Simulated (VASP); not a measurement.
Geometry relaxation, with input and output: TiSi$_{2}$ (part 1 of 4)

- system: TiSi$_{2}$ (Fddd, 6 atoms in the cell)
- method: Kohn-Sham DFT of a periodic cell, PBEsol, DFT+U, VASP PAW PBE potentials, recommended, no spin polarisation (VASP 6.6.1)

The structure derives from a Materials Project entry. It belongs to a series of runs on one base structure; here: U = 4.

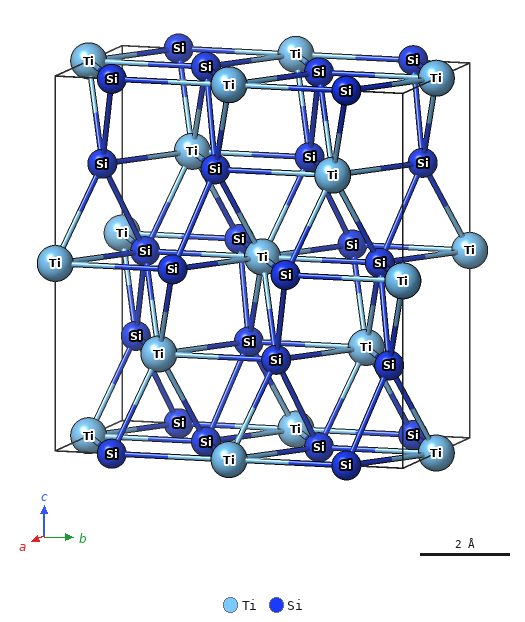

Fig. 1: The starting structure (ball-and-stick view of the cell 4 times as large as that of the calculation, set on its symmetry axes, seen slightly off an axis).

## INCAR
```
SYSTEM = TiSi2
PREC = Accurate ; ENCUT = 600
EDIFF = 1E-7 ; ISMEAR = -1
SIGMA = 0.05 ; LREAL = .FALSE.
LASPH = .TRUE. ; NELM = 80
ALGO = Normal ; ISIF = 3
LWAVE = .FALSE. ; LCHARG = .FALSE.
LMAXMIX = 4 ; LDAU = .TRUE.
LDAUTYPE = 2 ; LDAUL = 2 -1
LDAUU = 4 0 ; LDAUJ = 0 0
LDAUPRINT = 1 ; GGA = PS
IBRION = 2 ; NSW = 60
EDIFFG = -0.01
```

## KPOINTS
```
regular mesh
0
G
  5 5 5
  0 0 0
```

## POSCAR
```
TiSi2
1.0
    0.0000000000      4.1175163063      4.2628978354
    2.3895119538      0.0000000000      4.2628978354
    2.3895119538      4.1175163063      0.0000000000
Ti Si
2 4
Direct
    0.7500000000      0.7500000000      0.7500000000
    0.5000000000      0.5000000000      0.5000000000
    0.4125656100      0.0874343900      0.4125656100
    0.0874343900      0.4125656100      0.0874343900
    0.1625656100      0.8374343900      0.1625656100
    0.8374343900      0.1625656100      0.8374343900
```

Run on 1 thread of Intel Xeon @ 2.90GHz (Ice Lake), 128 GiB of memory available, shared host.

Launch command:
```bash
cat potpaw_PBE.64/Ti_sv/POTCAR potpaw_PBE.64/Si/POTCAR > POTCAR
mpirun -np 1 vasp_std > vasp.out
```

## OSZICAR
```
N       E                     dE             d eps       ncg     rms          rms(c)
DAV:   1     0.412944732607E+03    0.41294E+03   -0.21117E+04  1296   0.196E+03
DAV:   2     0.108773445727E+02   -0.40207E+03   -0.39861E+03  1296   0.528E+02
DAV:   3    -0.391481244117E+02   -0.50025E+02   -0.49301E+02  2320   0.146E+02
DAV:   4    -0.424990748733E+02   -0.33510E+01   -0.33379E+01  1872   0.365E+01
DAV:   5    -0.427222440786E+02   -0.22317E+00   -0.22316E+00  2016   0.791E+00    0.193E+01
DAV:   6    -0.376990519350E+02    0.50232E+01   -0.51599E+01  1848   0.564E+01    0.670E+00
DAV:   7    -0.372903832117E+02    0.40867E+00   -0.70435E+00  1704   0.204E+01    0.458E+00
DAV:   8    -0.372346511847E+02    0.55732E-01   -0.90123E-01  1992   0.770E+00    0.134E+00
DAV:   9    -0.372157469022E+02    0.18904E-01   -0.31009E-01  1824   0.458E+00    0.514E-01
DAV:  10    -0.372151621724E+02    0.58473E-03   -0.15066E-02  1808   0.941E-01    0.165E-01
DAV:  11    -0.372153456263E+02   -0.18345E-03   -0.21367E-03  1968   0.324E-01    0.937E-02
DAV:  12    -0.372153769925E+02   -0.31366E-04   -0.48558E-04  1936   0.168E-01    0.297E-02
DAV:  13    -0.372153658210E+02    0.11172E-04   -0.11442E-04  1856   0.897E-02    0.139E-02
DAV:  14    -0.372153658757E+02   -0.54714E-07   -0.17562E-05  1808   0.311E-02    0.577E-03
DAV:  15    -0.372153657409E+02    0.13478E-06   -0.19076E-06  1720   0.108E-02    0.165E-03
DAV:  16    -0.372153657852E+02   -0.44296E-07   -0.60610E-08  1288   0.178E-03
   1 F= -.37215366E+02 E0= -.37204906E+02  d E =-.372154E+02
       N       E                     dE             d eps       ncg     rms          rms(c)
DAV:   1    -0.378547011484E+02   -0.63934E+00   -0.15222E+01  2120   0.466E+01    0.721E+00
DAV:   2    -0.374123579062E+02    0.44234E+00   -0.94085E+00  1992   0.249E+01    0.239E+00
DAV:   3    -0.372141110951E+02    0.19825E+00   -0.14927E+00  1832   0.829E+00    0.923E-01
DAV:   4    -0.372091379477E+02    0.49731E-02   -0.11829E-01  2296   0.208E+00    0.275E-01
DAV:   5    -0.372154760783E+02   -0.63381E-02   -0.23794E-02  1864   0.834E-01    0.305E-01
DAV:   6    -0.372191453411E+02   -0.36693E-02   -0.96454E-03  1960   0.537E-01    0.124E-01
DAV:   7    -0.372199624277E+02   -0.81709E-03   -0.21843E-03  2152   0.251E-01    0.374E-02
DAV:   8    -0.372199542897E+02    0.81380E-05   -0.36402E-04  1976   0.116E-01    0.179E-02
DAV:   9    -0.372199567828E+02   -0.24931E-05   -0.23501E-05  1696   0.431E-02    0.146E-02
DAV:  10    -0.372199585487E+02   -0.17659E-05   -0.43763E-06  1672   0.160E-02    0.160E-03
DAV:  11    -0.372199583561E+02    0.19264E-06   -0.40370E-07  1736   0.445E-03    0.208E-03
DAV:  12    -0.372199584175E+02   -0.61401E-07   -0.43050E-08  1088   0.196E-03
   2 F= -.37219958E+02 E0= -.37209120E+02  d E =-.459263E-02
       N       E                     dE             d eps       ncg     rms          rms(c)
DAV:   1    -0.373650458557E+02   -0.14509E+00   -0.32520E+00  2008   0.214E+01    0.313E+00
DAV:   2    -0.372637853611E+02    0.10126E+00   -0.14605E+00  2024   0.104E+01    0.954E-01
DAV:   3    -0.372364288163E+02    0.27357E-01   -0.21968E-01  1872   0.315E+00    0.505E-01
DAV:   4    -0.372339517697E+02    0.24770E-02   -0.33219E-02  2232   0.129E+00    0.211E-01
DAV:   5    -0.372348962012E+02   -0.94443E-03   -0.33147E-03  1744   0.438E-01    0.117E-01
DAV:   6    -0.372359225771E+02   -0.10264E-02   -0.18470E-03  1968   0.185E-01    0.571E-02
DAV:   7    -0.372360449114E+02   -0.12233E-03   -0.59943E-04  2120   0.135E-01    0.124E-02
DAV:   8    -0.372360447494E+02    0.16201E-06   -0.38487E-05  1864   0.402E-02    0.104E-02
DAV:   9    -0.372360469944E+02   -0.22449E-05   -0.65493E-06  1712   0.218E-02    0.484E-03
DAV:  10    -0.372360467869E+02    0.20746E-06   -0.75234E-07  1640   0.733E-03    0.140E-03
DAV:  11    -0.372360468889E+02   -0.10199E-06   -0.34676E-08  1144   0.165E-03    0.253E-04
DAV:  12    -0.372360468971E+02   -0.81795E-08   -0.49262E-09  1040   0.615E-04
   3 F= -.37236047E+02 E0= -.37225249E+02  d E =-.206811E-01
       N       E                     dE             d eps       ncg     rms          rms(c)
DAV:   1    -0.372397585167E+02   -0.37116E-02   -0.71765E-02  1336   0.196E+00    0.156E-01
DAV:   2    -0.372395600766E+02    0.19844E-03   -0.51112E-03  1632   0.583E-01    0.867E-02
DAV:   3    -0.372394209510E+02    0.13913E-03   -0.44060E-04  1744   0.176E-01    0.406E-02
DAV:   4    -0.372393919308E+02    0.29020E-04   -0.15585E-04  1680   0.100E-01    0.772E-03
DAV:   5    -0.372393931975E+02   -0.12667E-05   -0.22969E-05  1688   0.416E-02    0.655E-03
DAV:   6    -0.372393941666E+02   -0.96906E-06   -0.18329E-06  2000   0.776E-03    0.363E-03
DAV:   7    -0.372393948707E+02   -0.70407E-06   -0.17159E-06  1744   0.979E-03    0.106E-03
DAV:   8    -0.372393948728E+02   -0.21346E-08   -0.13436E-07  1152   0.252E-03
   4 F= -.37239395E+02 E0= -.37228954E+02  d E =-.334798E-02
       N       E                     dE             d eps       ncg     rms          rms(c)
DAV:   1    -0.372448214801E+02   -0.54266E-02   -0.39753E-01  1328   0.462E+00    0.366E-01
DAV:   2    -0.372438094862E+02    0.10120E-02   -0.27559E-02  1608   0.134E+00    0.201E-01
DAV:   3    -0.372430280310E+02    0.78146E-03   -0.22876E-03  1776   0.408E-01    0.907E-02
DAV:   4    -0.372428843651E+02    0.14367E-03   -0.79285E-04  1736   0.227E-01    0.178E-02
DAV:   5    -0.372428901944E+02   -0.58293E-05   -0.11738E-04  1680   0.917E-02    0.152E-02
DAV:   6    -0.372428946335E+02   -0.44391E-05   -0.94366E-06  2112   0.178E-02    0.839E-03
DAV:   7    -0.372428974672E+02   -0.28337E-05   -0.95672E-06  1744   0.232E-02    0.254E-03
DAV:   8    -0.372428974294E+02    0.37843E-07   -0.73676E-07  1440   0.602E-03
   5 F= -.37242897E+02 E0= -.37233545E+02  d E =-.685053E-02
       N       E                     dE             d eps       ncg     rms          rms(c)
DAV:   1    -0.372429048703E+02   -0.74031E-05   -0.62085E-04  1344   0.184E-01    0.145E-02
DAV:   2    -0.372429036020E+02    0.12684E-05   -0.42793E-05  1656   0.536E-02    0.788E-03
DAV:   3    -0.372429023907E+02    0.12113E-05   -0.36259E-06  1784   0.160E-02    0.358E-03
DAV:   4    -0.372429022261E+02    0.16458E-06   -0.12494E-06  1688   0.895E-03    0.709E-04
DAV:   5    -0.372429022393E+02   -0.13166E-07   -0.16643E-07  1152   0.373E-03
   6 F= -.37242902E+02 E0= -.37233596E+02  d E =-.685534E-02
       N       E                     dE             d eps       ncg     rms          rms(c)
DAV:   1    -0.372439566522E+02   -0.10544E-02   -0.58024E-02  1552   0.263E+00    0.227E-01
DAV:   2    -0.372434137053E+02    0.54295E-03   -0.49935E-03  1576   0.655E-01    0.122E-01
DAV:   3    -0.372431388082E+02    0.27490E-03   -0.78703E-04  1792   0.225E-01    0.586E-02
DAV:   4    -0.372430710300E+02    0.67778E-04   -0.25983E-04  1984   0.155E-01    0.135E-02
DAV:   5    -0.372430752038E+02   -0.41738E-05   -0.42307E-05  1632   0.598E-02    0.948E-03
DAV:   6    -0.372430757834E+02   -0.57962E-06   -0.74621E-06  2000   0.198E-02    0.218E-03
DAV:   7    -0.372430755992E+02    0.18423E-06   -0.78183E-07  1424   0.716E-03    0.102E-03
DAV:   8    -0.372430755590E+02    0.40131E-07   -0.99416E-08  1080   0.292E-03
   7 F= -.37243076E+02 E0= -.37233558E+02  d E =-.173320E-03
       N       E                     dE             d eps       ncg     rms          rms(c)
DAV:   1    -0.372431879573E+02   -0.11236E-03   -0.48816E-03  1544   0.761E-01    0.657E-02
DAV:   2    -0.372431426389E+02    0.45318E-04   -0.41400E-04  1568   0.194E-01    0.353E-02
DAV:   3    -0.372431187113E+02    0.23928E-04   -0.64758E-05  1784   0.648E-02    0.167E-02
DAV:   4    -0.372431134096E+02    0.53017E-05   -0.21799E-05  2032   0.433E-02    0.404E-03
DAV:   5    -0.372431139898E+02   -0.58018E-06   -0.34041E-06  1616   0.167E-02    0.270E-03
DAV:   6    -0.372431143459E+02   -0.35606E-06   -0.57050E-07  1664   0.537E-03    0.632E-04
DAV:   7    -0.372431143526E+02   -0.67071E-08   -0.55990E-08   968   0.217E-03
   8 F= -.37243114E+02 E0= -.37233659E+02  d E =-.212113E-03
```

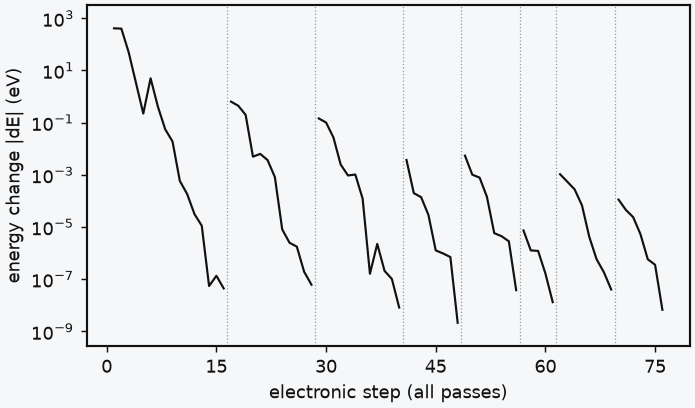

Fig. 2: Convergence of the self-consistent field: energy change |dE| against the electronic step. Each stretch between dotted lines is the SCF of one geometry step of a relaxation. The 8 ionic steps take 5 to 16 electronic steps each. The density is held fixed in the first few steps, and dE rises again when its update begins.

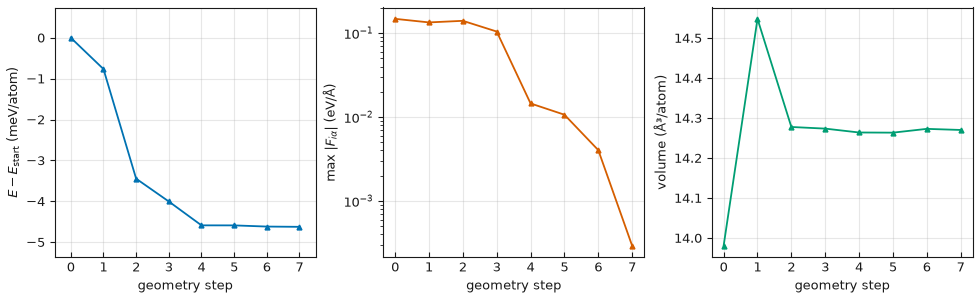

Fig. 3: Progress of the relaxation, step by step (steps are counted from 0).

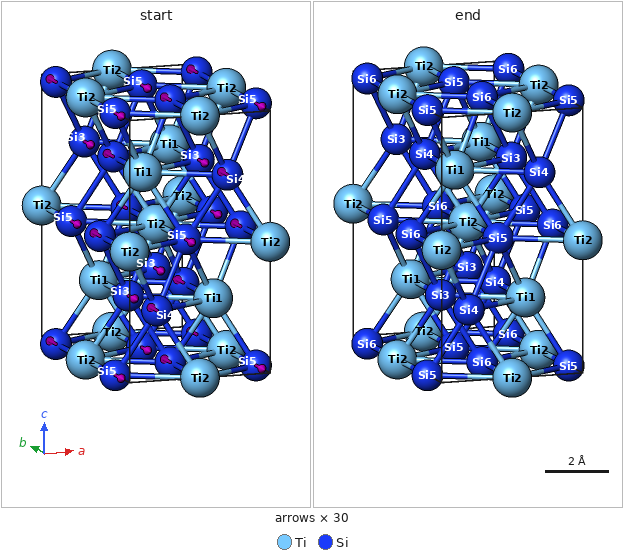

Fig. 4: Before (left) and after (right) the relaxation, at one scale (ball-and-stick view of the cell 4 times as large as that of the calculation, set on its symmetry axes, seen slightly off an axis). The pink arrows give the displacements (without the part carried along by the change of the cell), magnified 30 times. The largest moves relative to the cell, 0.027 Å, are those of Si3, Si4, Si5 and Si6. Ti stays in place. Cell: a 4.779 → 4.797 Å (+0.4 %), b 8.235 → 8.278 Å (+0.5 %), c 8.526 → 8.625 Å (+1.2 %). Volume +2.1 %. Among the contacts that change: Ti1–Si3 2.779 → 2.821 Å, Ti1–Si5 2.547 → 2.579 Å, Si3–Si6 2.521 → 2.532 Å. The space group stays Fddd (No. 70). After 7 geometry steps the energy has fallen by 4.6 meV per atom. Largest force component: 0.15 eV/Å at the start, 0.00029 eV/Å at the end. (Atoms are counted from 1 in the order of the input.)

## Parts of OUTCAR
```
SYSTEM = TiSi2
   PREC = Accurate
   ENCUT = 600
   EDIFF = 1E-7
   ISMEAR = -1
   LREAL = .FALSE.
   LASPH = .TRUE.
   NELM = 80
   ISIF = 3
   GGA = PS
   IBRION = 2
   NSW = 60
   EDIFFG = -0.01

 ion  position               nearest neighbor table
   1  0.750  0.750  0.750-   6 2.55   5 2.55   6 2.55   5 2.55   3 2.74   3 2.74   4 2.74   4 2.74
                             3 2.78   4 2.78
   2  0.500  0.500  0.500-   4 2.55   3 2.55   4 2.55   3 2.55   5 2.74   5 2.74   6 2.74   6 2.74
                             5 2.78   6 2.78
   3  0.413  0.087  0.413-   6 2.52   6 2.52   2 2.55   2 2.55   4 2.68   1 2.74   1 2.74   1 2.78
                             4 2.79   4 2.79
   4  0.087  0.413  0.087-   5 2.52   5 2.52   2 2.55   2 2.55   3 2.68   1 2.74   1 2.74   1 2.78
                             3 2.79   3 2.79
   5  0.163  0.837  0.163-   4 2.52   4 2.52   1 2.55   1 2.55   6 2.68   2 2.74   2 2.74   2 2.78
                             6 2.79   6 2.79
   6  0.837  0.163  0.837-   3 2.52   3 2.52   1 2.55   1 2.55   5 2.68   2 2.74   2 2.74   2 2.78
                             5 2.79   5 2.79

  LATTYP: Found a face centered orthorhombic cell.
 ALAT       =     4.7790239076
 B/A-ratio  =     1.7231620456
 C/A-ratio  =     1.7840035613

  Lattice vectors:

 A1 = (   0.0000000000,   4.1175163063,   4.2628978354)
 A2 = (   2.3895119538,   0.0000000000,   4.2628978354)
 A3 = (   2.3895119538,   4.1175163063,   0.0000000000)

Analysis of symmetry for initial positions (statically):
=====================================================================
 Subroutine PRICEL returns:
 Original cell was already a primitive cell.

 Routine SETGRP: Setting up the symmetry group for a
 face centered orthorhombic supercell.

 Subroutine GETGRP returns: Found  8 space group operations
 (whereof  4 operations were pure point group operations)
 out of a pool of  8 trial point group operations.

The static configuration has the point symmetry D_2 .
 The point group associated with its full space group is D_2h.

Analysis of symmetry for dynamics (positions and initial velocities):
=====================================================================
 Subroutine PRICEL returns:
 Original cell was already a primitive cell.

 Routine SETGRP: Setting up the symmetry group for a
 face centered orthorhombic supercell.

 Subroutine GETGRP returns: Found  8 space group operations
 (whereof  4 operations were pure point group operations)
 out of a pool of  8 trial point group operations.

The dynamic configuration has the point symmetry D_2 .
 The point group associated with its full space group is D_2h.

 Subroutine INISYM returns: Found  8 space group operations
 (whereof  4 operations are pure point group operations),
 and found     1 'primitive' translations

----------------------------------------------------------------------------------------

                                     Primitive cell

  volume of cell :      83.8841

  direct lattice vectors                    reciprocal lattice vectors
     0.000000000  4.117516306  4.262897835    -0.209247750  0.121432427  0.117291106
     2.389511954  0.000000000  4.262897835     0.209247750 -0.121432427  0.117291106
     2.389511954  4.117516306  0.000000000     0.209247750  0.121432427 -0.117291106

  length of vectors
     5.926739280  4.886928006  4.760641544     0.268863643  0.268863643  0.268863643

  position of ions in fractional coordinates (direct lattice)
     0.750000000  0.750000000  0.750000000
     0.500000000  0.500000000  0.500000000
     0.412565610  0.087434390  0.412565610
     0.087434390  0.412565610  0.087434390
     0.162565610  0.837434390  0.162565610
     0.837434390  0.162565610  0.837434390

  ion indices of the primitive-cell ions
   primitive index   ion index
                 1           1
                 2           2
                 3           3
                 4           4
                 5           5
                 6           6
```
